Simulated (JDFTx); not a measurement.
## A series of single points on KCl

System: KCl (2 atoms in the cell).
Method: Kohn-Sham DFT of a periodic cell, LDA, PseudoDojo-SR-LDA-0.4.1-standard, no spin polarisation (JDFTx 1.7.0 (patched build)).

The 7 runs differ only in the geometry, by an even scaling of the cell at fixed fractional positions. The structure derives from an entry of the Crystallography Open Database.

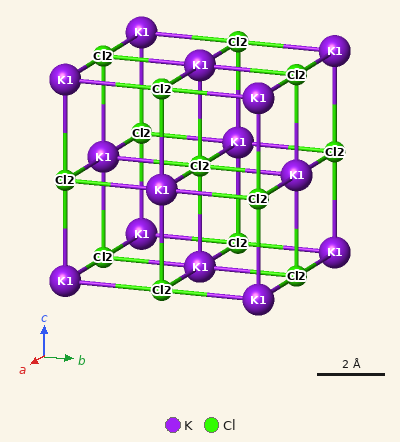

Figure 1. The structure of run 4 (ball-and-stick view of the cell 4 times as large as that of the calculation, set on its symmetry axes, seen at an oblique angle; atoms are numbered from 1 in the order of the input). An atom can appear more than once, as a periodic image.

**Input of run 4**
```
lattice Face-Centered Cubic 11.8919331187
coords-type Lattice
ion K      0.0000000000     0.0000000000     0.0000000000 1
ion Cl     0.5000000000     0.5000000000     0.5000000000 1

ion-species pseudo/K.upf
ion-species pseudo/Cl.upf
elec-cutoff 36 288
elec-ex-corr lda-PW
kpoint-folding 7 7 7
elec-smearing Fermi 0.0018374661
elec-n-bands 14
electronic-SCF nIterations 100 energyDiffThreshold 1e-09
electronic-minimize nIterations 30 energyDiffThreshold 1e-7
forces-output-coords Cartesian

dump-name run.$VAR
dump End Ecomponents EigStats BandEigs Kpoints Forces Stress ElecDensity Dtot KEdensity
```

Command:
```bash
jdftx -c 1 -i KCl.in -o KCl.out
```

Lattice vectors (Å) and fractional positions of run 4:
```
   0.000000    3.146470    3.146470
   3.146470    0.000000    3.146470
   3.146470    3.146470    0.000000
K   0.000000  0.000000  0.000000
Cl  0.500000  0.500000  0.500000
```

Run 3 has the same physical settings and fractional positions; its lattice vectors (Å) are:
```
   0.000000    3.125352    3.125352
   3.125352    0.000000    3.125352
   3.125352    3.125352    0.000000
```

**Results, with one run withheld**

| run | volume per atom (Å³) | free energy per atom, from the lowest run given (meV) | pressure (GPa) | gap on the mesh (eV) |
| --- | --- | --- | --- | --- |
| 1 | 29.282 | 0.00 | −0.96 | 4.96 |
| 2 | 29.905 | 4.47 | −1.34 | 4.88 |
| 3 | 30.528 | ? | ? | ? |
| 4 | 31.151 | 17.44 | −1.98 | 4.74 |
| 5 | 31.774 | 25.61 | −2.23 | 4.68 |
| 6 | 32.397 | 34.70 | −2.45 | 4.62 |
| 7 | 33.020 | 44.61 | −2.65 | 4.56 |

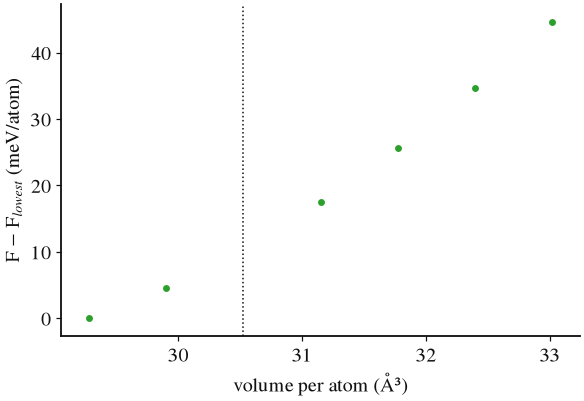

Figure 2. Free energy per atom of the runs given; the dotted line marks run 3.

What should run 3 give?

A cubic polynomial in V^(−2/3) (the Birch–Murnaghan form), fitted to the 6 runs given, misses them by under 0.01 meV per atom. With x = V^(−2/3) − 0.10088 Å⁻², it reads F = 18.169 − 5777.6 x + 3.6377e+05 x² + 1.8956e+06 x³ (meV per atom). At run 3 it gives 10.34 meV per atom, and the run itself gives 10.34. The slope of the fit gives a pressure −dF/dV of −1.67 GPa there, and the run prints −1.68 GPa. The fit has no minimum inside this range. The gap on the mesh goes, without turning, from 4.96 eV in run 1 to 4.56 eV in run 7; run 3 has 4.81 eV. These are gaps of this functional on this mesh, which can miss the band edges; they aren't the measured gap.

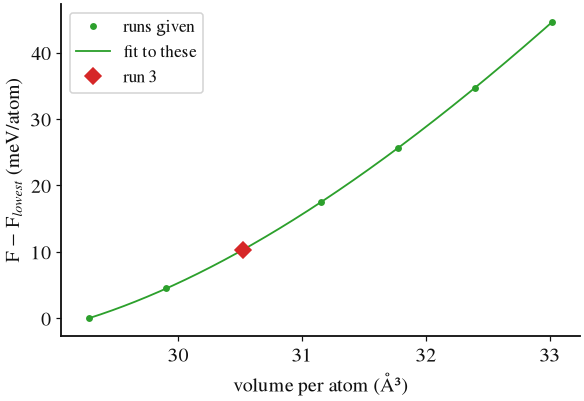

Figure 3. The fit and the withheld run.

**Some lines of the output (run 3)**
```
[...]
unit cell volume = 412.025
     Etot =      -43.6670737090169467
	HOMO-LUMO gap: +0.176823
	Optical gap  : +0.176823 at state 0 ( [ +0.000000 +0.000000 +0.000000 ] spin 0 )
```

Notes on the run: WARNING: large normalization error in atomic orbital 2s (integral: 0.983987).
